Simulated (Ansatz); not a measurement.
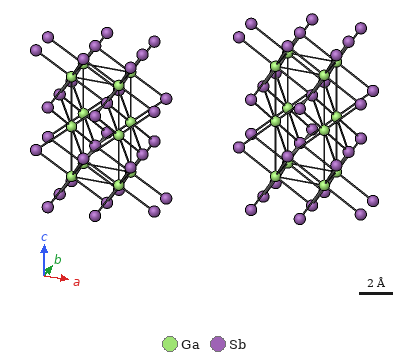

Two geometries of crystalline GaSb (built on the NiAs type), drawn at one scale. One is the start of a relaxation, the other its converged end. A ball-and-stick model of the cell of the calculation, seen slightly off an axis.

Computed with Ansatz, DFT, PBE, plane waves, PAW. (plane-wave cutoff 420 eV; k-point mesh 12 × 12 × 4; occupations fermi dirac; smearing width 0.02 eV; no spin polarisation; cell and atoms relaxed; force threshold 0.005 eV/Å)

Which of the two is the end point?

The right one is the relaxed one. The atoms keep their places relative to the cell (all moves are under 0.005 Å). Cell: a = b 3.905 → 4.022 Å (+3.0 %), c 6.365 → 7.030 Å (+10.4 %). Volume +17.1 %. Near-neighbour distances that change, for instance: Ga–Sb 2.760 → 2.912 Å. Among the angles between lasting bonds that change: Ga–Sb–Ga 70.4° → 74.2°, Sb–Ga–Sb 90.1° → 87.3°, Ga–Sb–Ga 90.1° → 87.3°. The space group stays P6_3/mmc (No. 194). The energy falls by 134 meV per atom in 10 accepted moves (14 points after the start). All forces vanish by symmetry, so only the cell relaxes. Pressure: 12.94 GPa at the start and −0.02 GPa at the end. The line search rejected the trial steps at points 8, 9 of the run. At 2 points the geometry stayed and the basis and grid were re-selected for the new cell (energy shift of 1.3 meV per atom at most each time).
